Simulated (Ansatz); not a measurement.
**Single-point calculation of C12H (part 2 of 2)**

Continued. System: C12H (slab, 26 atoms in the cell). Method: DFT PBE, scalar-relativistic, plane waves, PAW, PAW set soft_1, no spin polarisation (Ansatz 0.2.0); cutoff 420 eV, 5×5×1 k-mesh, Gaussian smearing of 0.05 eV. The structure derives from an entry of the Crystallography Open Database.

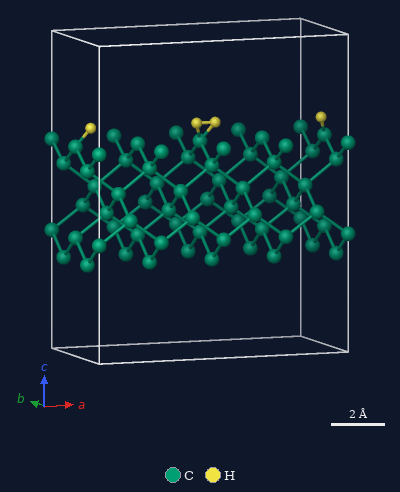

The structure as given in the input (ball-and-stick view of the 2 × 1 repeat of the cell, with the vacuum cut short, seen slightly off an axis). An atom can appear more than once, as a periodic image.

## Output, continued
```
--- Forces (eV/Å), atoms counted from 1 ---
  atom   1  C      0.00000000     0.01455167     2.17018656
  atom   2  C      0.00000000    -0.02467056     2.15798119
  atom   3  C      0.00000000     0.05547601     2.26209043
  atom   4  C      0.00000000    -0.06457481     2.26110564
  atom   5  C      0.00000000     0.02021968    -2.53361756
  atom   6  C      0.00000000     0.01352551    -2.48638280
  atom   7  C      0.00000000    -0.07128480    -2.50021793
  atom   8  C      0.00000000     0.01022047    -2.62784456
  atom   9  C      0.16975071     0.03862833     0.10119185
  atom  10  C      0.16894935    -0.05008456     0.24592734
  atom  11  C     -0.16975071     0.03862833     0.10119185
  atom  12  C     -0.16894935    -0.05008456     0.24592734
  atom  13  C     -0.31845920    -0.13517477    -0.14988340
  atom  14  C     -0.18870497    -0.22987982     0.17417628
  atom  15  C      0.31845920    -0.13517477    -0.14988340
  atom  16  C      0.18870497    -0.22987982     0.17417628
  atom  17  C      0.00000000    -1.29706338    -4.31333637
  atom  18  C      0.00000000     1.46632368     0.44291309
  atom  19  C      0.00000000     0.08649589     0.06446500
  atom  20  C      0.00000000    -0.02271085     0.09113718
  atom  21  C      0.00000000     0.49716562     0.88132073
  atom  22  C      0.00000000    -1.16751578    -3.10522836
  atom  23  C      0.00000000     0.10489912    -0.00933154
  atom  24  C      0.00000000    -0.30089687     0.05524770
  atom  25  H     -8.19798942     0.71644937     3.22335004
  atom  26  H      8.19798942     0.71644937     3.22335004
  max |Σ_I F_I| component: 3.77e-5 eV/Å
--- Band table (eV; the first three rows and the last of 9) ---
  k-point 0: bands = ["-22.6239", "-20.5075", "-19.0742", "-18.3560", "-18.3362", "-18.1857", "-17.4936", "-16.5698", "-15.6143", "-15.0927", "-14.6606", "-14.3345", "-14.3224", "-14.1025", "-13.7917", "-13.6850", "-12.7987", "-12.0886", "-11.9747", "-11.8417", "-11.5499", "-10.3490", "-9.3850", "-9.2811", "-9.1681", "-8.7981", "-8.3255", "-8.0765", "-7.7362", "-7.3305", "-7.2872", "-6.8407", "-6.1487", "-5.6343", "-5.4758", "-5.1253", "-5.1023", "-4.6885", "-4.6726", "-4.4996", "-3.9109", "-3.3865", "-3.1577", "-3.1285", "-2.9857", "-2.8876", "-2.5033", "-1.9856", "-1.9074", "-1.8840", "-1.5935", "-1.0611", "0.4530", "1.5968", "2.6436", "2.7078", "2.8296", "2.9170", "3.2863", "3.5841", "4.3495", "4.6516", "4.7365", "5.4899", "5.5652", "5.8391", "5.8916", "5.9561", "6.1541", "6.2444", "6.3533", "6.4681", "6.5962", "6.6941", "6.8532"]
  k-point 1: bands = ["-22.4470", "-20.4509", "-19.7158", "-18.8151", "-18.1866", "-17.7528", "-17.2088", "-16.4232", "-15.7083", "-15.6580", "-15.4620", "-14.7342", "-14.1794", "-13.5343", "-13.3705", "-12.9729", "-12.9603", "-12.0348", "-11.6393", "-11.1064", "-10.6986", "-10.0603", "-9.9940", "-9.2385", "-9.0700", "-8.5720", "-8.5292", "-8.3392", "-7.9067", "-7.6622", "-7.1865", "-6.9418", "-6.2436", "-6.0255", "-5.9394", "-5.6676", "-5.3733", "-5.0374", "-4.6762", "-4.5317", "-4.2315", "-4.0142", "-3.4212", "-3.1880", "-2.8901", "-2.5715", "-2.3820", "-2.0609", "-1.9831", "-1.6680", "-1.6101", "-1.0913", "0.5423", "1.6109", "2.5880", "2.8433", "2.8568", "3.3713", "3.7082", "3.7792", "4.7442", "4.8284", "5.2425", "5.3131", "5.5539", "5.7344", "6.0576", "6.2817", "6.3724", "6.5190", "6.5833", "6.6476", "6.8761", "7.1045", "7.1063"]
  k-point 2: bands = ["-21.9276", "-21.0597", "-19.9828", "-18.8157", "-18.0144", "-17.6812", "-17.1201", "-16.8458", "-16.3838", "-15.9038", "-15.3533", "-14.8600", "-13.9325", "-13.4566", "-13.1152", "-12.6260", "-11.8413", "-11.3686", "-11.1863", "-10.6833", "-10.1838", "-9.5609", "-9.4709", "-9.0602", "-8.9101", "-8.8194", "-8.7550", "-8.3770", "-8.3355", "-7.9485", "-7.6873", "-7.4607", "-7.0930", "-6.7684", "-6.2478", "-6.1774", "-6.1244", "-5.6431", "-5.1365", "-4.8268", "-4.3645", "-4.1462", "-3.1862", "-2.9188", "-2.7386", "-2.5656", "-2.3542", "-2.1777", "-2.0675", "-1.7220", "-1.4849", "-1.3362", "0.7300", "1.6795", "2.4452", "2.6563", "2.7703", "4.0754", "4.2914", "4.9136", "5.0809", "5.1978", "5.3093", "5.4599", "5.8078", "5.9464", "6.0573", "6.3715", "6.3826", "6.4757", "6.6662", "6.9000", "6.9082", "7.0118", "7.0638"]
  k-point 8: bands = ["-21.2780", "-20.5582", "-20.2217", "-19.6518", "-19.1384", "-18.2624", "-17.7814", "-17.2390", "-16.3327", "-14.9578", "-14.6475", "-14.1654", "-13.5080", "-12.9921", "-12.3959", "-11.4362", "-11.3479", "-11.1191", "-10.7908", "-10.5821", "-10.0340", "-9.7378", "-9.6201", "-9.4699", "-9.2181", "-8.9420", "-8.7711", "-8.5191", "-8.3436", "-8.0616", "-7.9618", "-7.7638", "-7.4642", "-7.0043", "-6.7615", "-6.5637", "-6.4309", "-6.1341", "-5.8639", "-5.7264", "-5.3044", "-3.9690", "-2.9339", "-2.8060", "-2.6576", "-2.5113", "-2.3610", "-2.1938", "-1.6583", "-0.9500", "-0.7853", "-0.4281", "-0.4102", "0.1067", "0.6095", "0.7161", "2.9432", "4.7026", "4.9772", "5.4320", "5.6452", "5.7647", "5.9728", "6.3130", "6.5644", "6.7945", "6.9289", "7.1358", "7.3049", "7.3550", "7.4673", "7.5868", "7.6297", "7.6686", "7.7439"]
```

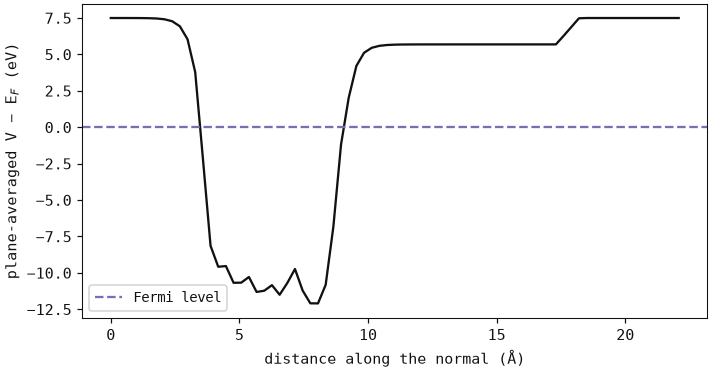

Plane average of the electrostatic potential energy of an electron across the cell, from the Fermi level. The vacuum level lies 5.68 eV above the Fermi level on the upper side and 7.49 eV on the lower.

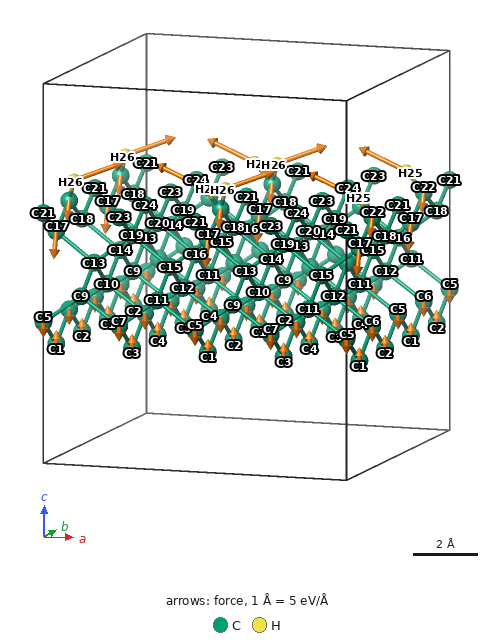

Forces on the atoms as orange arrows (ball-and-stick view of the 2 × 2 repeat of the cell, with the vacuum cut short, seen slightly off an axis; atoms are numbered from 1 in the order of the input); the smallest are left out. The largest act on H25, H26 (8.84 eV/Å); C17 (4.50 eV/Å); C22 (3.32 eV/Å). The geometry is not a stationary point of this energy.

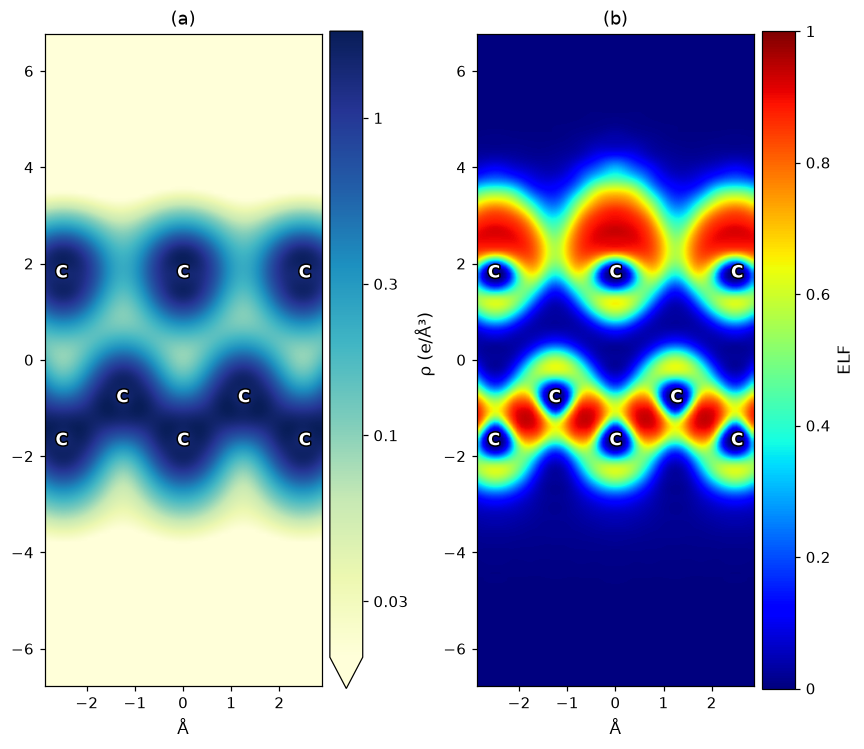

(a) valence pseudo-density; (b) ELF on the (010) plane of the calculation cell, a cut from vacuum to vacuum. The section cuts through C sites. The density dies away to nearly zero in the vacuum. Core electrons are frozen (PAW), so the fields are smoothed inside the atomic spheres.

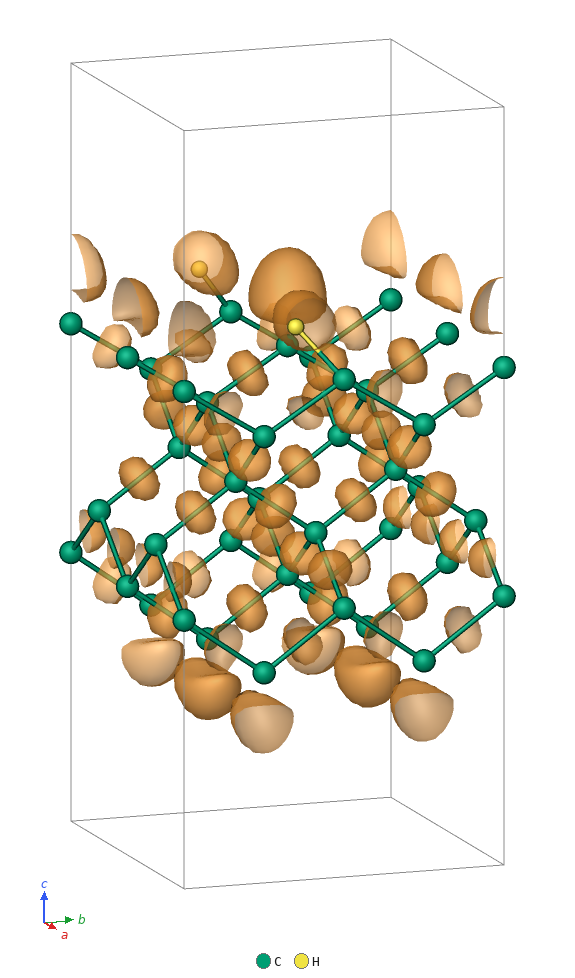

Isosurface of the ELF at 0.85 (orange), seen slightly off an axis. Only the valence region is drawn (cores and ρ < 0.01 e/Å³ removed). Sticks mark near contacts. Along the contacts the grid gives the following. H–H (0.75 Å): the ELF is about 0.95 at the midpoint (a covalent bond by its length).

## Key numbers

| quantity | value |
| --- | --- |
| outcome | converged |
| electrons treated | 98 |
| free energy | −6023.2267 eV |
| work function, top face | 5.68 eV |
| work function, bottom face | 7.49 eV |
| Fermi energy | −1.699 eV |
| gap on the k-point mesh | none (metallic) |
| work function (upper face) | 5.68 eV |
| largest force (length of the vector) | 8.838 eV/Å |
| wall time | 62 s (CPU time 2 min) |
| peak memory | 0.9 GiB |

Warnings of the run: the exchange-correlation potential is rough where the density is thin.
